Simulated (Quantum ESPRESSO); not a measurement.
**A series of single points on TaN**

System: TaN (Fm-3m, 2 atoms in the cell).
Method: Kohn-Sham DFT of a periodic cell, PBE, SSSP 1.3 efficiency PBE, no spin polarisation (Quantum ESPRESSO 7.5).

The 7 runs differ only in the geometry, by an even scaling of the cell at fixed fractional positions. The structure derives from a Materials Project entry.

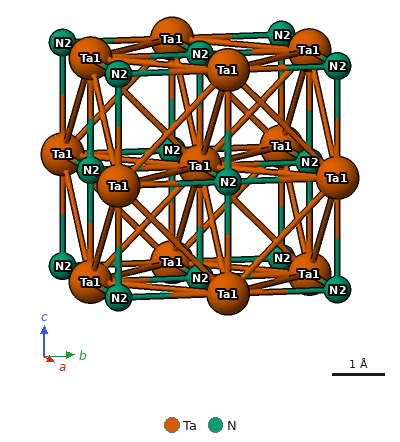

Figure 1. The structure of run 4 (ball-and-stick view of the cell 4 times as large as that of the calculation, set on its symmetry axes, seen slightly off an axis; atoms are numbered from 1 in the order of the input).

### Input file of run 4
```
&CONTROL
  calculation = 'scf'
  prefix = 'pwscf'
  outdir = './tmp'
  pseudo_dir = './pseudo'
  tprnfor = .true.
  tstress = .true.
  disk_io = 'low'
/
&SYSTEM
  ibrav = 0
  nat = 2
  ntyp = 2
  ecutwfc = 60
  ecutrho = 480
  nbnd = 15
  occupations = 'smearing'
  smearing = 'fd'
  degauss = 0.00367493
/
&ELECTRONS
  conv_thr = 4d-10
  electron_maxstep = 120
  mixing_beta = 0.5
/
ATOMIC_SPECIES
Ta   180.9479 Ta_pbe_v1.uspp.F.UPF
N     14.0070 N.pbe-n-radius_5.UPF
CELL_PARAMETERS angstrom
   0.0000000000    2.2113230000    2.2113230000
   2.2113230000    0.0000000000    2.2113230000
   2.2113230000    2.2113230000    0.0000000000
ATOMIC_POSITIONS crystal
Ta     0.5000000000    0.5000000000    0.5000000000
N      0.0000000000    0.0000000000    0.0000000000
K_POINTS automatic
10 10 10 0 0 0
```

### File pp_density.in of run 4
```
&INPUTPP
  prefix = 'pwscf'
  outdir = './tmp'
  filplot = 'density.dat'
  plot_num = 0
/
&PLOT
  nfile = 1
  filepp(1) = 'density.dat'
  iflag = 3
  output_format = 6
  fileout = 'density.cube'
/
```

### File pp_potential.in of run 4
```
&INPUTPP
  prefix = 'pwscf'
  outdir = './tmp'
  filplot = 'potential.dat'
  plot_num = 11
/
&PLOT
  nfile = 1
  filepp(1) = 'potential.dat'
  iflag = 3
  output_format = 6
  fileout = 'potential.cube'
/
```

Command:
```bash
OMP_NUM_THREADS=1 pw.x -in pw.in > pw.out
OMP_NUM_THREADS=1 pp.x -in pp_density.in > pp_density.out
OMP_NUM_THREADS=1 pp.x -in pp_potential.in > pp_potential.out
```

Run 5 has the same physical settings and fractional positions; its lattice vectors (Å) are:
```
   0.000000    2.225968    2.225968
   2.225968    0.000000    2.225968
   2.225968    2.225968    0.000000
```

### Results, with one run withheld

| run | volume per atom (Å³) | free energy per atom, from the lowest run given (meV) | pressure (GPa) |
| --- | --- | --- | --- |
| 1 | 10.164 | 37.65 | 21.18 |
| 2 | 10.381 | 14.58 | 12.66 |
| 3 | 10.597 | 2.40 | 5.01 |
| 4 | 10.813 | 0.00 | −1.84 |
| 5 | 11.030 | ? | ? |
| 6 | 11.246 | 20.57 | −13.47 |
| 7 | 11.462 | 41.79 | −18.39 |

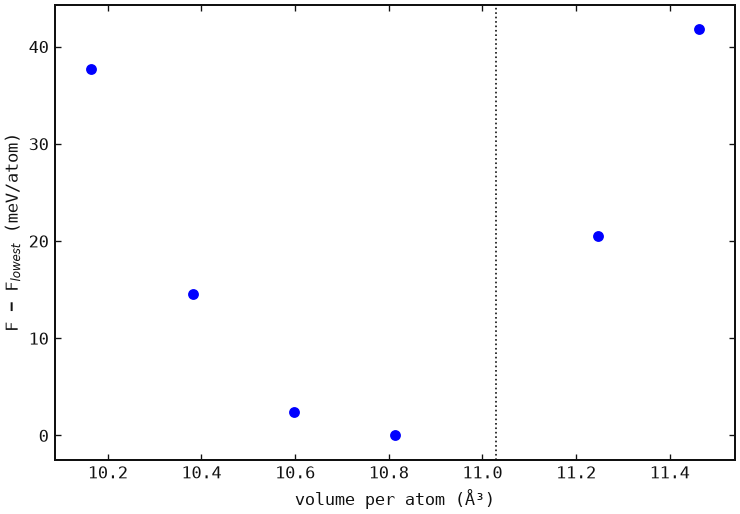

Figure 2. Free energy per atom of the runs given; the dotted line marks run 5.

Fit the runs given and predict run 5.

A cubic polynomial in V^(−2/3) (the Birch–Murnaghan form), fitted to the 6 runs given, misses them by at most 0.02 meV per atom. With x = V^(−2/3) − 0.20516 Å⁻², it reads F = −0.24909 + 4.7594 x + 5.9368e+05 x² + 5.0614e+05 x³ (meV per atom). At run 5 it gives 6.37 meV per atom, and the run itself gives 6.36. The slope of the fit gives a pressure −dF/dV of −7.72 GPa there, and the run prints −7.97 GPa. The two needn't agree exactly: the fit is approximate, and the printed stress is taken on a finite basis. The fit has its minimum at 10.762 Å³ per atom, where V d²F/dV² gives 331 GPa: the bulk modulus at this level, since symmetry fixes the shape and the positions.

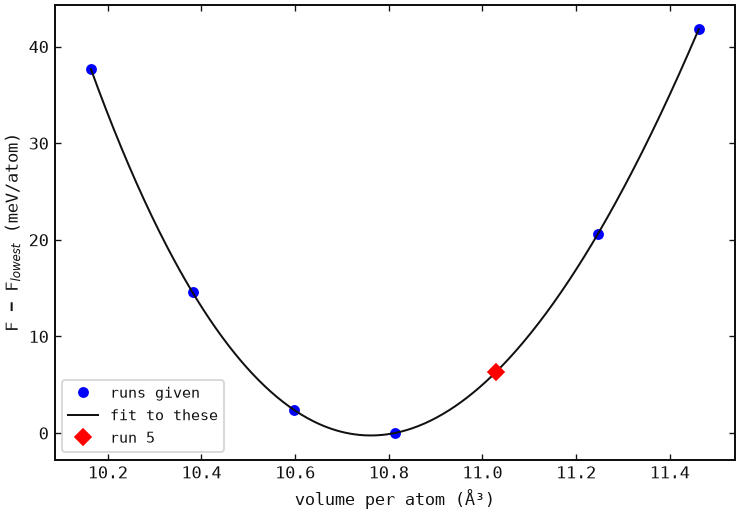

Figure 3. The fit and the withheld run.

### Some lines of the output (run 5)
```
[...]
     total energy              =    -162.00927797 Ry
     total energy              =    -162.15042123 Ry
     total energy              =    -162.19801390 Ry
     total energy              =    -162.19848087 Ry
     total energy              =    -162.19853406 Ry
     total energy              =    -162.19854827 Ry
     total energy              =    -162.19854703 Ry
     total energy              =    -162.19854728 Ry
     total energy              =    -162.19854731 Ry
     the Fermi energy is    20.8724 ev
!    total energy              =    -162.19854731 Ry
     The total energy is F=E-TS. E is the sum of the following terms:
     Computing stress (Cartesian axis) and pressure
          total   stress  (Ry/bohr**3)                   (kbar)     P=      -79.73
```

Notes on the run: negative rho. Spin–orbit coupling is left out, which matters for Ta.
